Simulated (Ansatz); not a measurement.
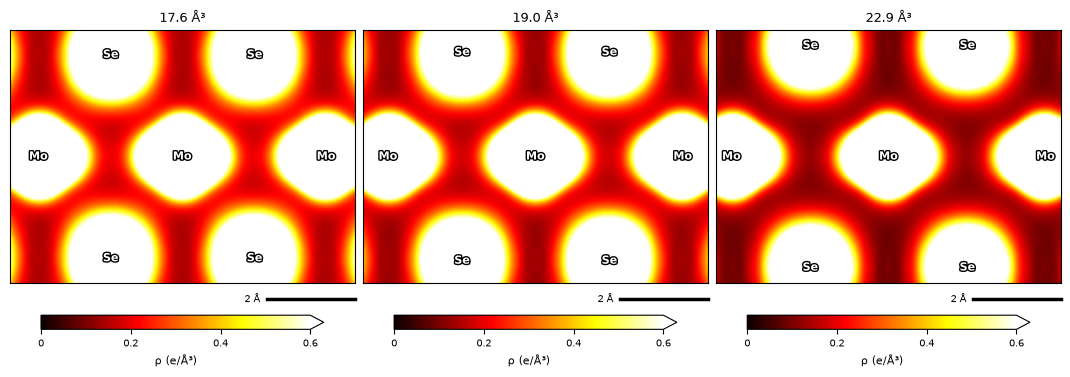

MoSe. The valence pseudo-density of cells scaled evenly to different volumes (given per atom above each panel), on the (101) plane of each (indices in the axes of the cell below), at one length scale and on one colour scale.

Started from the CsCl (B2) prototype, which need not be the ambient phase; computed without spin polarisation; Hubbard U of 4.38 eV on Mo d only.

Theory: DFT PBE+U, scalar-relativistic, plane waves, PAW (Ansatz).

Core electrons are frozen (PAW), and the valence fields are smoothed inside the atomic spheres.

The largest cell:

```xyz
2
Lattice="3.5798 0.0000 0.0000 0.0000 3.5798 0.0000 0.0000 0.0000 3.5798" Properties=species:S:1:pos:R:3 pbc="T T T"
Mo    0.0000    0.0000    0.0000
Se    1.7899    1.7899    1.7899
```

| volume (Å³/atom) | Mo–Se contact in the plane (Å) | ρ at its midpoint (e/Å³) | pressure (GPa) | gap on the mesh (eV) | 
| --- | --- | --- | --- | --- |
| 17.64 | 2.841 | 0.252 | 3.9 | 0.28 | 
| 18.97 | 2.910 | 0.222 | −2.5 | 0.70 | 
| 22.06 | 3.060 | ? | ? | ? | 
| 22.94 | 3.100 | 0.162 | −12.4 | 0.74 | 

Question: Estimate the missing row, and compare with the calculation.

Answer: Over the known rows ln ρ falls by 1.70 per Å of Mo–Se distance (a least-squares line), which gives 0.173 e/Å³ at 3.060 Å; the calculation gives 0.173 e/Å³. For the pressure, a straight line in volume between the neighbouring rows gives −10.2 GPa; the calculation gives −11.0, lower because pressure rises ever faster on compression. For the gap on the mesh, a straight line in volume between the neighbouring rows gives 0.73 eV; the calculation gives 0.92.
